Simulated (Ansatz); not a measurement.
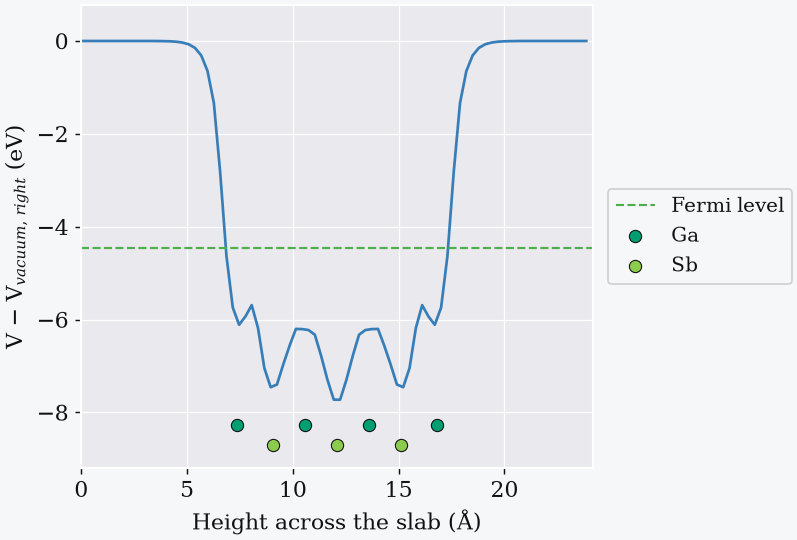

Plane-averaged electrostatic potential energy of an electron across the slab; circles at the bottom mark the heights of the atoms (positions after relaxation).

Structure: a (100) slab cut from GaSb (F-43m), of composition Ga4Sb3 (not the bulk's), ended by Ga planes, 7 atoms in the cell.

Method: DFT PBEsol, scalar-relativistic, plane waves, PAW, no spin polarisation, 8×8×1 k mesh, 420 eV cutoff, Gaussian smearing of 0.1 eV (Ansatz 0.2.0).

Q: Read off the work function of each face.

A: The work function is 4.46 eV, the same on both faces. The two vacuum levels agree, so the slab has no net dipole along its normal.

Q: How thick are slab and vacuum?

A: The outermost atoms are 9.5 Å apart, which leaves 14.7 Å of vacuum in a cell 24.2 Å high.
